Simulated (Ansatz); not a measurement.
## W₃Si: single-point calculation

W₃Si (I4/mmm, 4 atoms in the cell), computed with DFT PBE, scalar-relativistic, plane waves, PAW, no spin polarisation (Ansatz 0.2.0).

The structure derives from a Materials Project entry. It belongs to a series of runs on one base structure; here: strain +0.025 along x and y, -0.050 along z, atoms carried along. Figures and captions count atoms from 1; the log counts them from 0 in places.

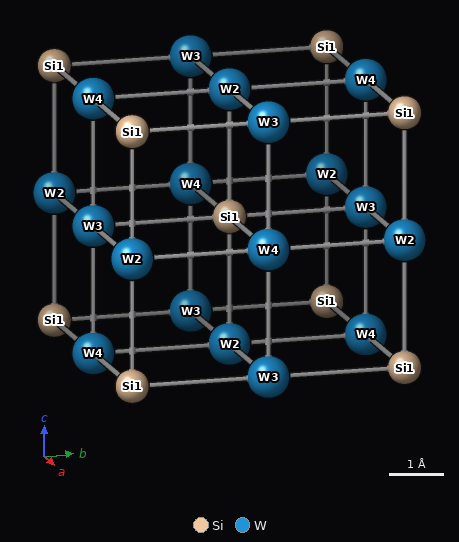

Fig. 1: The input geometry (ball-and-stick view of the cell 2 times as large as that of the calculation, set on its symmetry axes, seen slightly off an axis; atoms are numbered from 1 in the order of the input). An atom can appear more than once, as a periodic image. Near neighbours in the periodic cell (some may lie outside the picture): Si has 6 W at 2.47 to 2.67 Å; W has 2 Si at 2.47 to 2.67 Å and 4 W at 2.47 to 2.67 Å.

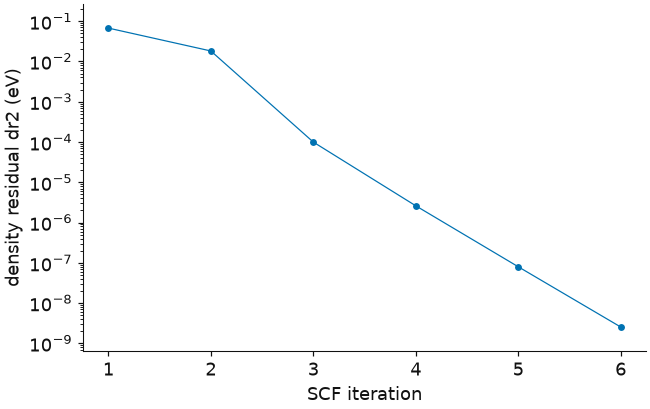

Fig. 2: Convergence of the self-consistent field: density residual dr2 against the SCF iteration. The residual falls at every step.

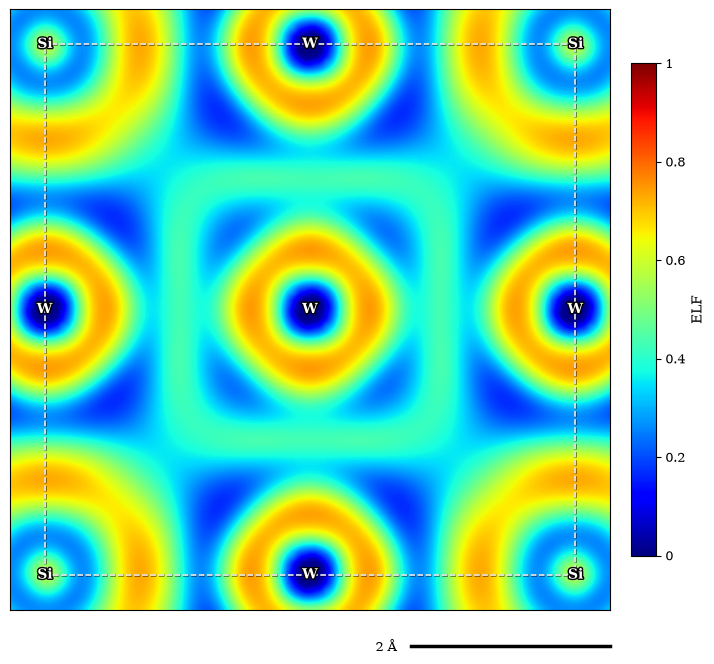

Fig. 3: Electron localisation function on the (001) plane of the conventional cell. The section cuts through Si and W sites. Si–W (2.67 Å): the ELF is about 0.45 at the midpoint. W–W (2.67 Å): the ELF is about 0.45 at the midpoint (no shared electron pair). The strong features right at W lie inside the PAW spheres (semicore, d or f shells) and say nothing about bonding. In a PAW calculation such maps are meaningful between the atoms, not at the nuclei.

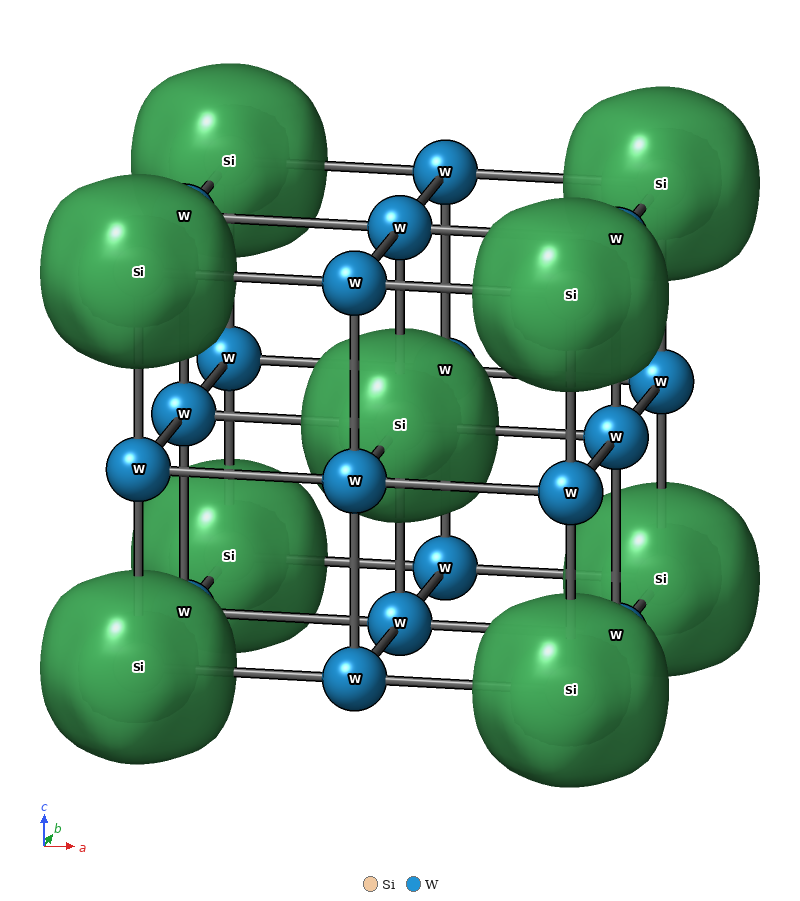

Fig. 4: Isosurface of the electron localisation function at 0.6 (green), seen slightly off an axis. Core shells and regions of very low density are left out. Sticks mark near contacts. The outline is the cell set on symmetry axes. Along the contacts the grid gives the following. Si–W (2.47 Å): the ELF is about 0.50 at the midpoint. W–W (2.47 Å): the ELF is about 0.40 at the midpoint; no shared electron pair.

These pictures come from the run below.

Input:
```yaml
crystal:
  lattice:
    - [-2.6688603456, 2.6688603456, 2.4735778813]
    - [2.6688603456, -2.6688603456, 2.4735778813]
    - [2.6688603456, 2.6688603456, -2.4735778813]
  atoms:
    - { symbol: Si, position: [0.0, 0.0, 0.0] }
    - { symbol: W, position: [0.5, 0.5, 0.0] }
    - { symbol: W, position: [0.5, 0.0, 0.5] }
    - { symbol: W, position: [0.0, 0.5, 0.5] }
basis:
  ecutwfc: 420
kpoints:
  mp_grid: { grid: [14, 14, 14] }
hamiltonian:
  xc: pbe
scf:
  occupations: { method: gaussian, width: 0.15 }
output:
  forces: true
  stress: true
  eigenvalues: true
  write_density: true
  write_potential: true
  elf: true
  volumetric_format: npy
```

Run as:
```bash
ansatz run input.yaml --threads 2 --pin off --max-ram 5120MiB --backend cpu --events-out ev --progress --plain --runs-dir out
```

What the program printed:
```
Engine: ansatz 0.2.0, aarch64-unknown-linux-gnu
Pseudopotentials: kind: paw
Pseudopotential: Si, paw, valence charge 4, recommended cutoff 420 eV (normal), Si.paw.azcp
Pseudopotential: W, paw, valence charge 14, recommended cutoff 420 eV (normal), W.paw.azcp
Functional definition: PBE
  parameter kappa = 0.804
  parameter beta = 0.06672455060314922
  exchange = pbe_x(kappa = kappa, mu = beta*pi^2/3)
  correlation = pbe_c(beta = beta)
Crystal: 4 atoms, lattice volume = 70.475 Å³
Basis set: ecut = 420 eV, 1385 PW (Γ), exchange–correlation on 64×64×64 points (8 copies of the dense FFT grid, shifted against one another)
Bands: 28, of which v1, the nominal top of the filled ones, is band 23 counted from 1 (22 counted from 0)
Symmetry: 16 space group operations
Space group: I4/mmm (ITA 139), of the structure as read, at distance tolerance 4.1e-5 Å
k-points: 244 of 2744
Non-local potential: Si, projectors of the file, l = 0: 2, l = 1: 2, l = 2: 2
Non-local potential: W, projectors of the file, l = 0: 3, l = 1: 2, l = 2: 2, l = 3: 1
PAW form: soft (Blöchl's): semilocal exchange-correlation on the pseudo side does not see the compensation charge
PAW one-centre angular grid: Si, 110 points (default); XC on 64 Gauss nodes
PAW one-centre angular grid: W, 590 points (default); XC on 64 Gauss nodes
Initial density: superposition of atomic densities (neutral atoms: chi_scale 0, normalization atom), corrected by the library's trained network
Initial wavefunctions: pseudopotential atomic-orbital guess
Functional: x = pbe(κ = 0.804, μ = 0.2195149727645171), c = pbe(β = 0.06672455060314922)
SCF iter   1: F=—  HF=-31784.632512 eV  |F-HF|=—  |Δ(HF+E_count)|=         —  Δρ=8.11e-3  dr2=6.73e-2  ethr=1.77e-3  ⟨swp⟩=5.0  Hψ=28778  notcnv=0
preconditioner: auto → Kerker (q_TF=auto, 2.541 Å⁻¹)  [metal: Δε(μ)=0.008 eV  Ē_g=4.609 eV  σ=0.150 eV  W_gap=0.03  n_scr=18 (ndim 8)  ℏωp=20.7 eV  f_vac=0.000  D(μ)=4.28/eV (n_scr^D=42)]
SCF iter   2: F=—  HF=-31784.625093 eV  |F-HF|=—  |Δ(HF+E_count)|=   7.42e-3  Δρ=4.35e-3  dr2=1.82e-2  ethr=1.46e-4  ⟨swp⟩=1.0  Hψ=8784  notcnv=0
SCF iter   3: F=—  HF=-31784.622487 eV  |F-HF|=—  |Δ(HF+E_count)|=   2.61e-3  Δρ=4.27e-4  dr2=9.97e-5  ethr=3.96e-5  ⟨swp⟩=2.0  Hψ=9253  notcnv=0
SCF iter   4: F=—  HF=-31784.622480 eV  |F-HF|=—  |Δ(HF+E_count)|=   6.75e-6  Δρ=6.88e-5  dr2=2.61e-6  ethr=2.17e-7  ⟨swp⟩=2.0  Hψ=9638  notcnv=0
iter 5 did not close the SCF: its close was put off for the readings that it lacked (scf_convergence_deferred on its scf_iter line)
SCF iter   5: F=-31784.622480 eV  HF=-31784.622480 eV  |F-HF|=6.14e-9  |Δ(HF+E_count)|=   2.09e-7  Δρ=1.29e-5  dr2=8.01e-8  ethr=5.68e-9  ⟨swp⟩=2.1  Hψ=9629  notcnv=0
SCF iter   6: F=-31784.622480 eV  HF=-31784.622480 eV  |F-HF|=1.10e-9  |Δ(HF+E_count)|=   1.92e-8  Δρ=2.38e-6  dr2=2.56e-9  ethr=1.74e-10  ⟨swp⟩=7.4  Hψ=43871  notcnv=0
SCF 1 converged in 6 iterations: F = -31784.622480 eV  dr2 = 2.56e-9
  greatest PAW one-centre occupation: 1.000 electrons in one spin orbital (limit 2), on the W atom at site 1 (counted from 0), in its partial waves of l = 0
SCF converged after 6 iterations
Free energy (F): -31784.622480 eV
Harris-Foulkes:  -31784.622480 eV  (|F-HF|=1.10e-9)
Internal energy: -31784.573022 eV  (E = F + TS)
E sigma→0 (E₀):  -31784.597751 eV
Entropy (-TS):   -0.049458 eV (-12.364 meV/atom)
Fermi energy:    16.796572 eV
--- Per-component energies (eV) ---
  E_band       = -429.347983
  E_kinetic    = 1388.013350
  E_local      = -2687.476161  (includes V_loc(G=0)·N_el)
  E_nonlocal   = 35.239050
  E_hartree    = 986.061365
  E_xc         = -852.404789
  E_vxc        = -758.579314  (∫ρ·V_xc dr)
  E_paw        = -26201.632126  (= ΣΔE_a)
  E_vpaw       = -378.667141  (= ΣTr[D̂ρ^β])
  E_aug_tail   = -0.000169  (compensation charges beyond the density's cutoff)
  E_ewald      = -4452.373544
  E_smearing   = -0.049458  (= −TS)
  E_closure    = -0.000000  (closes the sum)
  Σ components = -31784.622480   (vs F -31784.622480, Δ=0.00e0)
--- Forces (eV/Å), atoms counted from 1 ---
  atom   1  Si    -0.00000000     0.00000000    -0.00000000
  atom   2  W     -0.00000000     0.00000000     0.00000000
  atom   3  W      0.00000000     0.00000000    -0.00000000
  atom   4  W      0.00000000     0.00000000     0.00000000
  max |Σ_I F_I| component: 4.10e-29 eV/Å
--- Stress (GPa, compression-positive) ---
       -6.100491       0.000000       0.000000
        0.000000      -6.100491      -0.000000
        0.000000      -0.000000      20.108018
  P = ⅓ Tr σ = 2.6357 GPa (26.357 kbar)
--- Band table (eV; the first three rows and the last of 244) ---
  k-point 0: bands = ["-57.1477", "-56.9989", "-56.9218", "-22.3509", "-21.8128", "-21.8128", "-21.4318", "-21.3861", "-21.3861", "-20.7067", "-20.7067", "-20.2738", "6.4004", "12.0047", "12.0047", "12.0956", "12.2767", "12.7970", "13.1636", "16.3897", "16.3897", "16.6136", "17.2175", "17.2898", "18.4950", "18.4950", "18.7499", "20.2436"]
  k-point 1: bands = ["-57.1465", "-57.0000", "-56.9218", "-22.3511", "-21.8010", "-21.8003", "-21.4318", "-21.3869", "-21.3851", "-20.7214", "-20.7206", "-20.2740", "6.4608", "12.0163", "12.0607", "12.0792", "12.3128", "12.8287", "13.2179", "15.9085", "16.1480", "16.5992", "17.4931", "17.8227", "18.3556", "18.5176", "18.7113", "20.0711"]
  k-point 2: bands = ["-57.1432", "-57.0033", "-56.9219", "-22.3516", "-21.7665", "-21.7635", "-21.4316", "-21.3890", "-21.3823", "-20.7644", "-20.7614", "-20.2743", "6.6384", "11.9794", "12.0488", "12.2276", "12.4385", "12.9377", "13.3716", "15.2486", "15.8018", "16.5622", "17.9424", "17.9631", "18.2961", "18.5729", "18.9492", "19.6042"]
  k-point 243: bands = ["-57.1183", "-57.0513", "-56.8985", "-22.3709", "-21.8672", "-21.8672", "-21.4177", "-21.3296", "-21.3296", "-20.7172", "-20.7172", "-20.2749", "7.8724", "11.8084", "12.4495", "13.4118", "13.4118", "13.4161", "13.8704", "13.8704", "14.3726", "14.4732", "16.7709", "16.8556", "17.6035", "17.8648", "17.8648", "20.0144"]
```

Key numbers:

- outcome: converged
- space group (tolerance 0.01 Å): I4/mmm (139)
- electrons treated: 46
- free energy: −31784.6225 eV
- Fermi energy: 16.797 eV
- gap on the k-point mesh: none (metallic)
- pressure: 2.64 GPa
- largest force (length of the vector): under 0.001 eV/Å
- hardware: 2 threads of Arm Neoverse V2, 24 GiB of memory available, shared host
- wall time: 12 s (CPU time 24 s)
- peak memory: 0.6 GiB

Remarks:

Spin–orbit coupling is left out, which matters for W.
